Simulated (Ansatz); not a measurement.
**Geometry relaxation of CuO**

System: CuO (4 atoms in the cell).
Method: DFT PBE, scalar-relativistic, plane waves, PAW, no spin polarisation (Ansatz 0.2.0).

The structure derives from a Materials Project entry. It belongs to a series of runs on one base structure; here: relaxed at 8 GPa.

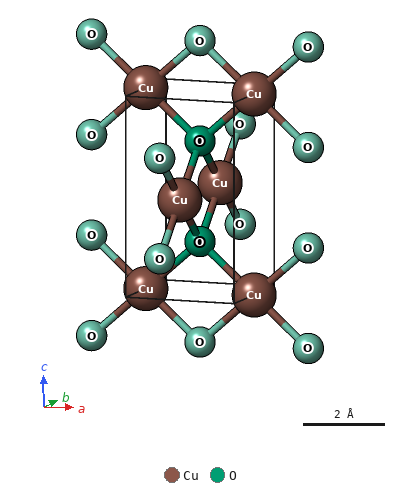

Figure 1. The starting structure (ball-and-stick view of the cell of the calculation, seen slightly off an axis; neighbours outside the cell are drawn fainter). Near neighbours in the crystal (not all of them lie inside the picture): Cu has 4 O at 1.92 Å; O has 4 Cu at 1.92 Å.

Input file
```yaml
crystal:
  lattice:
    - [2.0433315138, -2.0404356853, 0.0436092009]
    - [2.0433315138, 2.0404356853, 0.0436092009]
    - [-0.1118372698, 0.0, 5.0865771522]
  atoms:
    - { symbol: Cu, position: [0.5, 0.0, 0.5] }
    - { symbol: Cu, position: [0.0, 0.5, 0.0] }
    - { symbol: O, position: [0.500182202, 0.499817798, 0.25] }
    - { symbol: O, position: [0.499817798, 0.500182202, 0.75] }
basis:
  ecutwfc: 420
kpoints:
  mp_grid: { grid: [14, 14, 8] }
hamiltonian:
  xc: pbe
scf:
  occupations: { method: gaussian, width: 0.1 }
output:
  forces: true
  stress: true
  eigenvalues: true
relax:
  adjacent_minimum: "off"
  f_tol: 0.008
  max_steps: 50
  cell: { stress_tol: 0.08, p_target: 8.0 }
```

Run on 1 thread of Arm Neoverse V1, 24 GiB of memory available, shared host.

Launched with:
```bash
ansatz run input.yaml --threads 1 --pin off --max-ram 2560MiB --backend cpu --events-out ev --progress --plain --runs-dir out
```

The program's output
```
Engine: ansatz 0.2.0, aarch64-unknown-linux-gnu
Pseudopotentials: kind: paw
Pseudopotential: Cu, paw, valence charge 19, recommended cutoff 420 eV (normal), Cu.paw.azcp
Pseudopotential: O, paw, valence charge 6, recommended cutoff 420 eV (normal), O.paw.azcp
Functional definition: PBE
  parameter kappa = 0.804
  parameter beta = 0.06672455060314922
  exchange = pbe_x(kappa = kappa, mu = beta*pi^2/3)
  correlation = pbe_c(beta = beta)
Crystal: 4 atoms, lattice volume = 42.435 Å³
Basis set: ecut = 420 eV, 829 PW (Γ), exchange–correlation on 40×40×72 points (8 copies of the dense FFT grid, shifted against one another)
Bands: 30, of which v1, the nominal top of the filled ones, is band 25 counted from 1 (24 counted from 0)
Symmetry: 4 space group operations
Space group: C2/c (ITA 15), of the structure as read, at distance tolerance 3.5e-5 Å
k-points: 429 of 1568
Non-local potential: Cu, projectors of the file, l = 0: 3, l = 1: 2, l = 2: 3, l = 3: 1
Non-local potential: O, projectors of the file, l = 0: 2, l = 1: 2, l = 2: 1
PAW form: soft (Blöchl's): semilocal exchange-correlation on the pseudo side does not see the compensation charge
PAW one-centre angular grid: Cu, 590 points (default); XC on 64 Gauss nodes
PAW one-centre angular grid: O, 110 points (default); XC on 64 Gauss nodes
Initial density: superposition of atomic densities (neutral atoms: chi_scale 0, normalization atom), corrected by the library's trained network
Initial wavefunctions: pseudopotential atomic-orbital guess
Functional: x = pbe(κ = 0.804, μ = 0.2195149727645171), c = pbe(β = 0.06672455060314922)
SCF iter   1: F=—  HF=-14382.510332 eV  |F-HF|=—  |Δ(HF+E_count)|=         —  Δρ=5.31e-3  dr2=3.76e-3  ethr=1.77e-3  ⟨swp⟩=5.1  Hψ=44797  notcnv=0
preconditioner: auto → LDOS  [metal: Δε(μ)=0.017 eV  Ē_g=11.445 eV  σ=0.100 eV  W_gap=0.09  n_scr=16 (ndim 8)  ℏωp=33.2 eV  f_vac=0.036  D(μ)=2.55/eV (n_scr^D=28)  β→1.0]
SCF iter   2: F=—  HF=-14382.510230 eV  |F-HF|=—  |Δ(HF+E_count)|=   1.02e-4  Δρ=1.48e-3  dr2=3.91e-4  ethr=7.52e-6  ⟨swp⟩=2.0  Hψ=23200  notcnv=0
SCF iter   3: F=—  HF=-14382.510166 eV  |F-HF|=—  |Δ(HF+E_count)|=   6.39e-5  Δρ=5.02e-4  dr2=7.35e-5  ethr=7.83e-7  ⟨swp⟩=2.0  Hψ=20023  notcnv=0
SCF iter   4: F=—  HF=-14382.510031 eV  |F-HF|=—  |Δ(HF+E_count)|=   1.35e-4  Δρ=6.31e-4  dr2=1.02e-4  ethr=1.47e-7  ⟨swp⟩=2.0  Hψ=23466  notcnv=0
SCF iter   5: F=—  HF=-14382.510010 eV  |F-HF|=—  |Δ(HF+E_count)|=   2.13e-5  Δρ=2.15e-4  dr2=1.12e-5  ethr=1.47e-7  ⟨swp⟩=2.0  Hψ=16237  notcnv=0
SCF iter   6: F=—  HF=-14382.510007 eV  |F-HF|=—  |Δ(HF+E_count)|=   2.23e-6  Δρ=4.46e-5  dr2=5.19e-7  ethr=2.23e-8  ⟨swp⟩=2.0  Hψ=16620  notcnv=0
SCF iter   7: F=-14382.510007 eV  HF=-14382.510007 eV  |F-HF|=1.50e-8  |Δ(HF+E_count)|=   7.46e-8  Δρ=7.46e-6  dr2=1.50e-8  ethr=2.00e-10  ⟨swp⟩=5.4  Hψ=49700  notcnv=0
SCF 1 converged in 7 iterations: F = -14382.510007 eV  dr2 = 1.50e-8
  greatest PAW one-centre occupation: 1.000 electrons in one spin orbital (limit 2), on the Cu atom at site 1 (counted from 0), in its partial waves of l = 0
relax step   1: F+E_penalty+E_count = -14382.51000736 eV  Δ(F+E_penalty+E_count) = +0.000e0 eV  max|allowed force component| = 2.809e-4 eV/Å  Δτ_max = 0.0000 Å  P = +8.868 GPa  Ω = 42.435 Å³  (7 SCF iters, dr2 threshold 1.00e-7 eV, accepted)
Crystal: 4 atoms, lattice volume = 42.450 Å³
Initial density: handed on by an earlier stage of this run
Initial wavefunctions: those handed on with the density
iter 1 solved again at ethr=1.73e-7 eV; its pass at ethr=3.10e-3 eV (dr2=8.67e-5 eV) is discarded
SCF iter   1: F=—  HF=-14382.512941 eV  |F-HF|=—  |Δ(HF+E_count)|=         —  Δρ=6.59e-4  dr2=7.36e-5  ethr=1.73e-7  ⟨swp⟩=3.1  Hψ=65289  notcnv=0
preconditioner: auto → LDOS  [metal: Δε(μ)=0.006 eV  Ē_g=11.413 eV  σ=0.100 eV  W_gap=0.04  n_scr=16 (ndim 8)  ℏωp=33.2 eV  f_vac=0.035  D(μ)=2.57/eV (n_scr^D=28)  β→1.0]
SCF iter   2: F=—  HF=-14382.512814 eV  |F-HF|=—  |Δ(HF+E_count)|=   1.28e-4  Δρ=4.31e-4  dr2=4.51e-5  ethr=1.47e-7  ⟨swp⟩=2.0  Hψ=20180  notcnv=0
SCF iter   3: F=—  HF=-14382.512807 eV  |F-HF|=—  |Δ(HF+E_count)|=   7.06e-6  Δρ=1.68e-4  dr2=8.31e-6  ethr=9.02e-8  ⟨swp⟩=2.2  Hψ=21298  notcnv=0
SCF iter   4: F=—  HF=-14382.512804 eV  |F-HF|=—  |Δ(HF+E_count)|=   2.27e-6  Δρ=1.31e-4  dr2=5.27e-6  ethr=1.66e-8  ⟨swp⟩=2.1  Hψ=22400  notcnv=0
SCF iter   5: F=—  HF=-14382.512804 eV  |F-HF|=—  |Δ(HF+E_count)|=   6.80e-7  Δρ=7.37e-5  dr2=1.37e-6  ethr=1.05e-8  ⟨swp⟩=1.0  Hψ=12870  notcnv=0
SCF iter   6: F=-14382.512804 eV  HF=-14382.512804 eV  |F-HF|=9.00e-8  |Δ(HF+E_count)|=   1.33e-7  Δρ=2.06e-5  dr2=1.04e-7  ethr=8.00e-10  ⟨swp⟩=3.0  Hψ=45980  notcnv=0
SCF 2 converged in 6 iterations: F = -14382.512804 eV  dr2 = 1.04e-7
relax step   2: F+E_penalty+E_count = -14382.51280355 eV  Δ(F+E_penalty+E_count) = -2.796e-3 eV  max|allowed force component| = 1.518e-4 eV/Å  Δτ_max = 0.0000 Å  P = +8.458 GPa  Ω = 42.450 Å³  energy of the carried Pulay correction = -1.029e-4 eV  (6 SCF iters, dr2 threshold 4.00e-7 eV, accepted)
Crystal: 4 atoms, lattice volume = 42.490 Å³
iter 1 solved again at ethr=2.25e-7 eV; its pass at ethr=3.10e-3 eV (dr2=1.13e-4 eV) is discarded
SCF iter   1: F=—  HF=-14382.515371 eV  |F-HF|=—  |Δ(HF+E_count)|=         —  Δρ=6.77e-4  dr2=9.78e-5  ethr=2.25e-7  ⟨swp⟩=3.0  Hψ=59733  notcnv=0
preconditioner: auto → LDOS  [metal: Δε(μ)=0.005 eV  Ē_g=11.403 eV  σ=0.100 eV  W_gap=0.03  n_scr=16 (ndim 8)  ℏωp=33.2 eV  f_vac=0.036  D(μ)=2.57/eV (n_scr^D=28)  β→1.0]
SCF iter   2: F=—  HF=-14382.515232 eV  |F-HF|=—  |Δ(HF+E_count)|=   1.39e-4  Δρ=4.38e-4  dr2=4.93e-5  ethr=1.96e-7  ⟨swp⟩=2.1  Hψ=19707  notcnv=0
SCF iter   3: F=—  HF=-14382.515227 eV  |F-HF|=—  |Δ(HF+E_count)|=   5.43e-6  Δρ=2.02e-4  dr2=1.19e-5  ethr=9.87e-8  ⟨swp⟩=2.1  Hψ=20318  notcnv=0
SCF iter   4: F=—  HF=-14382.515224 eV  |F-HF|=—  |Δ(HF+E_count)|=   3.04e-6  Δρ=1.68e-4  dr2=8.00e-6  ethr=2.37e-8  ⟨swp⟩=2.0  Hψ=22778  notcnv=0
SCF iter   5: F=—  HF=-14382.515222 eV  |F-HF|=—  |Δ(HF+E_count)|=   1.15e-6  Δρ=7.18e-5  dr2=1.36e-6  ethr=1.60e-8  ⟨swp⟩=1.0  Hψ=12871  notcnv=0
SCF iter   6: F=-14382.515222 eV  HF=-14382.515222 eV  |F-HF|=5.73e-8  |Δ(HF+E_count)|=   2.35e-7  Δρ=1.45e-5  dr2=5.36e-8  ethr=8.00e-10  ⟨swp⟩=3.0  Hψ=47695  notcnv=0
SCF 3 converged in 6 iterations: F = -14382.515222 eV  dr2 = 5.36e-8
relax step   3: F+E_penalty+E_count = -14382.51522217 eV  Δ(F+E_penalty+E_count) = -2.419e-3 eV  max|allowed force component| = 1.983e-5 eV/Å  Δτ_max = 0.0000 Å  P = +7.984 GPa  Ω = 42.490 Å³  energy of the carried Pulay correction = -3.014e-4 eV  (6 SCF iters, dr2 threshold 4.00e-7 eV, accepted)
Initial wavefunctions: pseudopotential atomic-orbital guess (no wavefunctions were taken with the density)
iter 1 solved again at ethr=8.00e-8 eV; its pass at ethr=3.10e-3 eV (dr2=4.00e-5 eV) is discarded
SCF iter   1: F=—  HF=-14382.515651 eV  |F-HF|=—  |Δ(HF+E_count)|=         —  Δρ=1.85e-4  dr2=5.43e-7  ethr=8.00e-8  ⟨swp⟩=3.0  Hψ=78634  notcnv=0
preconditioner: auto → LDOS  [metal: Δε(μ)=0.006 eV  Ē_g=11.403 eV  σ=0.100 eV  W_gap=0.03  n_scr=16 (ndim 8)  ℏωp=33.2 eV  f_vac=0.037  D(μ)=2.57/eV (n_scr^D=28)  β→1.0]
SCF iter   2: F=—  HF=-14382.515637 eV  |F-HF|=—  |Δ(HF+E_count)|=   1.38e-5  Δρ=1.87e-5  dr2=9.38e-8  ethr=1.09e-9  ⟨swp⟩=2.0  Hψ=20463  notcnv=0
SCF iter   3: F=—  HF=-14382.515637 eV  |F-HF|=—  |Δ(HF+E_count)|=   2.04e-9  Δρ=2.28e-5  dr2=1.20e-7  ethr=1.88e-10  ⟨swp⟩=2.0  Hψ=23532  notcnv=0
SCF iter   4: F=—  HF=-14382.515637 eV  |F-HF|=—  |Δ(HF+E_count)|=   1.81e-8  Δρ=1.23e-5  dr2=3.54e-8  ethr=1.88e-10  ⟨swp⟩=2.5  Hψ=18123  notcnv=0
SCF iter   5: F=—  HF=-14382.515637 eV  |F-HF|=—  |Δ(HF+E_count)|=   7.21e-9  Δρ=5.72e-6  dr2=8.46e-9  ethr=7.09e-11  ⟨swp⟩=2.2  Hψ=19283  notcnv=0
SCF iter   6: F=—  HF=-14382.515637 eV  |F-HF|=—  |Δ(HF+E_count)|=   1.19e-9  Δρ=7.33e-7  dr2=1.42e-10  ethr=1.69e-11  ⟨swp⟩=2.0  Hψ=16667  notcnv=0
SCF iter   7: F=-14382.515637 eV  HF=-14382.515637 eV  |F-HF|=3.64e-12  |Δ(HF+E_count)|=  2.18e-11  Δρ=4.54e-8  dr2=3.64e-13  ethr=1.00e-12  ⟨swp⟩=4.0  Hψ=41366  notcnv=0
SCF 4 converged in 7 iterations: F = -14382.515637 eV  dr2 = 3.64e-13
relax step   4: F+E_penalty+E_count = -14382.51563686 eV  Δ(F+E_penalty+E_count) = -4.147e-4 eV  max|allowed force component| = 2.668e-5 eV/Å  Δτ_max = 0.0000 Å  P = +7.998 GPa  Ω = 42.490 Å³  stress off target by 7.17e-2 GPa  SCF on the basis re-selected at this cell (its energy is not comparable with the rows above)  (7 SCF iters)
```

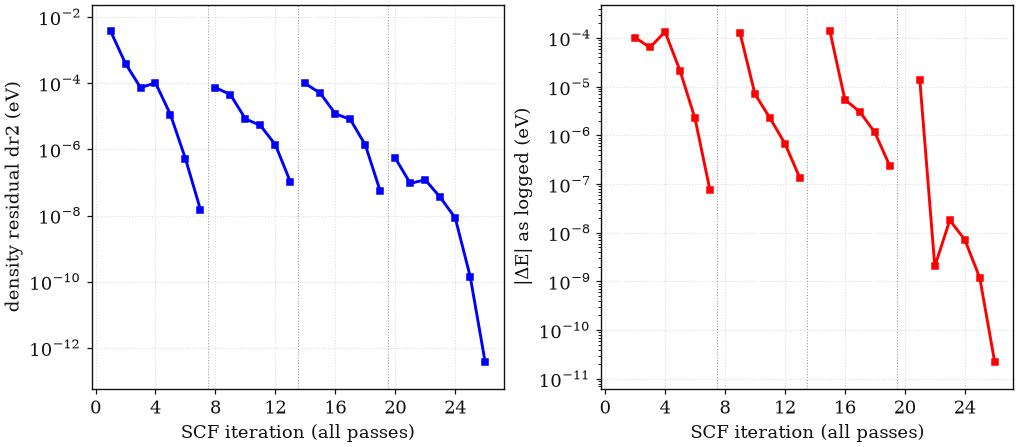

Figure 2. Convergence of the self-consistent field: density residual dr2 and size of the energy change against the SCF iteration. The dotted lines part the SCF passes of the relaxation: geometry steps, rejected trials and re-solves on a re-selected basis. The passes take 7, 6, 6 and 7 iterations.

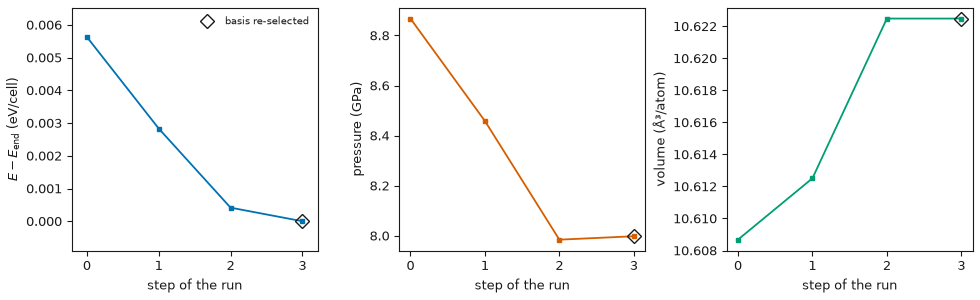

Figure 3. Progress of the relaxation, step by step (the first geometry is step 0 here and step 1 in the log).

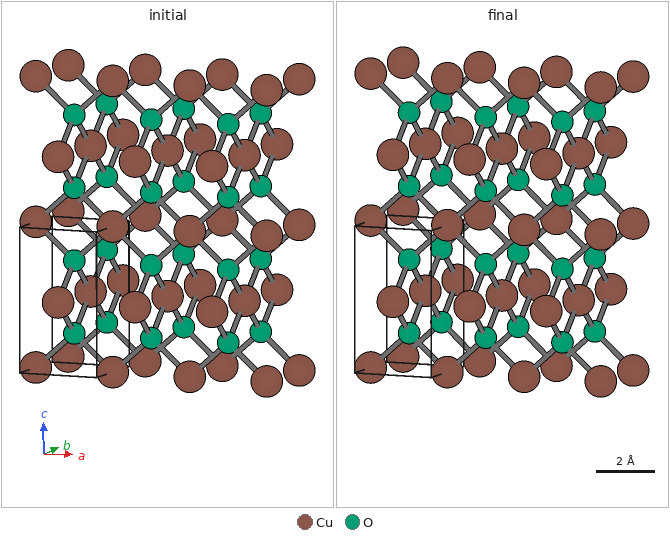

Figure 4. Before (left) and after (right) the relaxation, at one scale (ball-and-stick view of the cell of the calculation, repeated 3 × 2 × 2, seen slightly off an axis). The atoms keep their places relative to the cell (all moves are under 0.005 Å). The drawn cell changes as follows: a = b 2.888 → 2.877 Å (−0.4 %), c 5.088 → 5.134 Å (+0.9 %); the volume changes by +0.1 %. The space group stays P4_2/mmc (No. 131). The energy falls by 5.2 meV per cell of the calculation in 2 geometry steps. The largest force component goes from 0.00028 to under 0.0001 eV/Å. Pressure: 8.87 GPa at the start and 8.00 GPa at the end. A last SCF at the same geometry on a re-selected plane-wave basis shifts the energy by −0.4 meV per cell of the calculation. (Atoms are counted from 1 in the order of the input.)

```
basis re-selected at this cell: Δ(F+E_penalty+E_count) = -4.147e-4 eV, ΔP = +0.014 GPa vs the last step (what re-selecting the basis moved, of the pressure what is left beyond the Pulay correction that the steps carried, after the strain that the cell walked since its last selection, with what the two solves' SCF thresholds leave and, on support functions, any second-order correction that the steps lacked; it is no measure of the basis error at this ecutwfc). This SCF's stress stands 7.17e-2 GPa from its target on what of the cell is left free (relax.cell.stress_tol is 8.00e-2 GPa) and its largest allowed force component is 2.67e-5 eV/Å (relax.f_tol is 8.00e-3 eV/Å): within both
SCF converged after 7 iterations
Free energy (F): -14382.515637 eV
Harris-Foulkes:  -14382.515637 eV  (|F-HF|=3.64e-12)
Internal energy: -14382.502791 eV  (E = F + TS)
E sigma→0 (E₀):  -14382.509214 eV
Entropy (-TS):   -0.012846 eV (-3.212 meV/atom)
Fermi energy:    11.675689 eV
--- Per-component energies (eV) ---
  E_band       = -896.359443
  E_kinetic    = 943.830215
  E_local      = -9995.756313  (includes V_loc(G=0)·N_el)
  E_nonlocal   = 875.465174
  E_hartree    = 4330.592544
  E_xc         = -324.406920
  E_vxc        = -416.465264  (∫ρ·V_xc dr)
  E_paw        = -3636.559713  (= ΣΔE_a)
  E_vpaw       = -964.623835  (= ΣTr[D̂ρ^β])
  E_aug_tail   = 0.005535  (compensation charges beyond the density's cutoff)
  E_ewald      = -6575.673311
  E_smearing   = -0.012846  (= −TS)
  E_closure    = 0.000000  (closes the sum)
  Σ components = -14382.515637   (vs F -14382.515637, Δ=0.00e0)
--- Forces (eV/Å), atoms counted from 1 ---
  atom   1  Cu     0.00000000     0.00000000     0.00000000
  atom   2  Cu    -0.00000000     0.00000000     0.00000000
  atom   3  O     -0.00000000     0.00002668     0.00000000
  atom   4  O      0.00000000    -0.00002668    -0.00000000
  max |Σ_I F_I| component: 1.26e-29 eV/Å
--- Stress (GPa, compression-positive) ---
        7.957655      -0.000000      -0.000562
       -0.000000       7.964530       0.000000
       -0.000562       0.000000       8.071690
  P = ⅓ Tr σ = 7.9980 GPa (79.980 kbar)
--- Band table (eV; the first three rows and the last of 429) ---
  k-point 0: bands = ["-101.1992", "-101.1988", "-58.6936", "-58.6936", "-58.6575", "-58.6508", "-58.3592", "-58.3592", "-8.5333", "-7.1643", "3.1041", "5.9685", "5.9715", "7.6910", "8.0530", "8.0534", "8.1458", "8.4595", "8.8554", "9.1439", "9.1450", "9.1795", "9.2684", "9.5896", "12.3390", "12.3425", "13.1515", "17.7991", "19.0460", "25.2408"]
  k-point 1: bands = ["-101.1992", "-101.1989", "-58.6936", "-58.6936", "-58.6572", "-58.6511", "-58.3592", "-58.3592", "-8.4901", "-7.2288", "3.2623", "5.9760", "5.9787", "7.6754", "7.9578", "7.9581", "8.0851", "8.1455", "8.9909", "9.1829", "9.2649", "9.2876", "9.2889", "9.5516", "12.2681", "12.2715", "13.3688", "17.3293", "19.6472", "25.2850"]
  k-point 2: bands = ["-101.1992", "-101.1989", "-58.6936", "-58.6936", "-58.6565", "-58.6518", "-58.3592", "-58.3592", "-8.3643", "-7.4050", "3.7163", "5.9947", "5.9969", "7.1520", "7.7795", "7.7795", "7.8761", "8.1389", "9.0925", "9.1925", "9.2553", "9.4523", "9.5990", "9.6004", "12.0806", "12.0836", "13.8989", "16.6125", "20.7378", "25.4210"]
  k-point 428: bands = ["-101.1975", "-101.1975", "-58.7079", "-58.7079", "-58.6514", "-58.6514", "-58.3707", "-58.3707", "-7.0562", "-7.0562", "5.5018", "5.5018", "5.6004", "5.6004", "5.9009", "5.9009", "8.5903", "8.5903", "9.2276", "9.2276", "9.6086", "9.6086", "10.2099", "10.2099", "11.1860", "11.1860", "15.5585", "15.5585", "22.5285", "22.5285"]
--- Relaxed structure (3 steps of the walk, 3 accepted, 1 SCFs on fresh bases) ---
  F+E_penalty+E_count = -14382.51563686 eV   max|allowed force component| = 2.668e-5 eV/Å   (the final SCF, on the basis selected at the relaxed cell)
  cell:  # Å, volume = 42.4899 Å³
    - [2.0351187046916976, -2.032704889238087, 0.043486134264257965]
    - [2.0351187046916976, 2.032704889238087, 0.043486134264257965]
    - [-0.11268914449444177, 0.0, 5.133199712978435]
  atoms:
    - { symbol: Cu, position: [0.5, 1.734723475976807e-17, 0.49999999999999994] }
    - { symbol: Cu, position: [1.8011308590415442e-17, 0.5, 0.0] }
    - { symbol: O, position: [0.5001727433148829, 0.499827256685117, 0.24999999999999997] }
    - { symbol: O, position: [0.4998272566851171, 0.5001727433148829, 0.75] }
```

Trajectory as extended XYZ (Å, eV, eV/Å), 4 frames, from step=1 to step=4
```
4
Lattice="2.0433 -2.0404 0.0436 2.0433 2.0404 0.0436 -0.1118 0.0000 5.0866" Properties=species:S:1:pos:R:3:forces:R:3 step=1 energy=-14382.51001 pressure_GPa=8.87
Cu    0.9657   -1.0202    2.5651    0.0000   0.0000   0.0000
Cu    1.0217    1.0202    0.0218    0.0000   0.0000   0.0000
O     2.0154   -0.0007    1.3153    0.0000  -0.0003   0.0000
O     1.9595    0.0007    3.8585    0.0000   0.0003   0.0000
4
Lattice="2.0387 -2.0360 0.0435 2.0387 2.0360 0.0435 -0.1123 0.0000 5.1112" Properties=species:S:1:pos:R:3:forces:R:3 step=2 energy=-14382.51280 pressure_GPa=8.46
Cu    0.9632   -1.0180    2.5774    0.0000   0.0000   0.0000
Cu    1.0193    1.0180    0.0218    0.0000   0.0000   0.0000
O     2.0106   -0.0007    1.3213    0.0000  -0.0002   0.0000
O     1.9545    0.0007    3.8769    0.0000   0.0002   0.0000
4
Lattice="2.0351 -2.0327 0.0435 2.0351 2.0327 0.0435 -0.1127 0.0000 5.1332" Properties=species:S:1:pos:R:3:forces:R:3 step=3 energy=-14382.51522 pressure_GPa=7.98
Cu    0.9612   -1.0164    2.5883    0.0000   0.0000   0.0000
Cu    1.0176    1.0164    0.0217    0.0000   0.0000   0.0000
O     2.0069   -0.0007    1.3268    0.0000   0.0000   0.0000
O     1.9506    0.0007    3.8934    0.0000   0.0000   0.0000
4
Lattice="2.0351 -2.0327 0.0435 2.0351 2.0327 0.0435 -0.1127 0.0000 5.1332" Properties=species:S:1:pos:R:3:forces:R:3 step=4 energy=-14382.51564 pressure_GPa=8.00
Cu    0.9612   -1.0164    2.5883    0.0000   0.0000   0.0000
Cu    1.0176    1.0164    0.0217    0.0000   0.0000   0.0000
O     2.0069   -0.0007    1.3268    0.0000   0.0000   0.0000
O     1.9506    0.0007    3.8934    0.0000   0.0000   0.0000
```

Summary

| quantity | value |
| --- | --- |
| outcome | converged |
| space group (tolerance 0.01 Å) | P4₂/mmc (131) |
| electrons treated | 50 |
| free energy | −14382.5156 eV |
| Fermi energy | 11.676 eV |
| gap on the k-point mesh | none (metallic) |
| pressure | 8.00 GPa |
| final volume | 42.49 Å³ |
| largest force (length of the vector) at the end | under 0.001 eV/Å |
| final cell | a = 2.877 Å, b = 2.877 Å, c = 5.134 Å, α = 90.02°, β = 90.02°, γ = 89.92° |
| wall time | 1.9 min |
| peak memory | 0.65 GiB |

Remarks

The run has no spin polarisation, so a magnetic state may lie lower. The cell was relaxed to the target pressure of the input; what is minimised is then the enthalpy E + pV.
